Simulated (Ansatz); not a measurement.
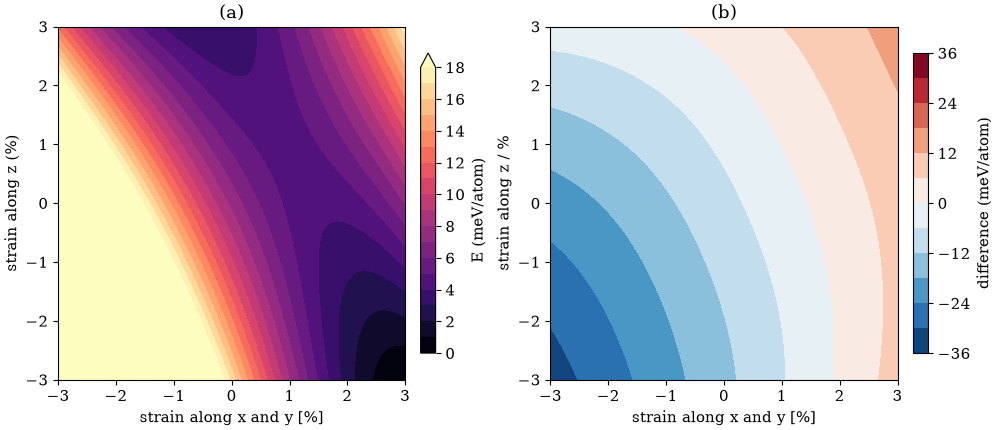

Al (Im-3m, No. 229; 1 atom in the cell). The cell is strained homogeneously, by one strain along x and y and another along z, with fractional coordinates fixed (x, y and z along the cube axes). The first coordinate is: strain along x and y; the second: strain along z. The scan uses a 5 × 5 grid. Energies: meV/atom, counted from each map's own lowest point. The reference cell is the one listed in the database, not relaxed at this level. Computed with Ansatz 0.2.0, DFT PBEsol, scalar-relativistic, plane waves, PAW. Settings: cutoff 420 eV, k-mesh 20×20×20, gaussian smearing 0.15 eV, no spin polarisation.

Panel (a): DFT PBEsol, scalar-relativistic, plane waves, PAW (Ansatz). Panel (b): the map at Ansatz, DFT PBE, scalar-relativistic, plane waves, PAW less the map of (a), each from its own lowest point.

Question: How does the change of method alter the landscape?

Answer: The difference runs from −32.9 meV/atom at strain along x and y = −3.0 %, strain along z = −3.0 % to 14.4 meV/atom at strain along x and y = 3.0 %, strain along z = 3.0 %.
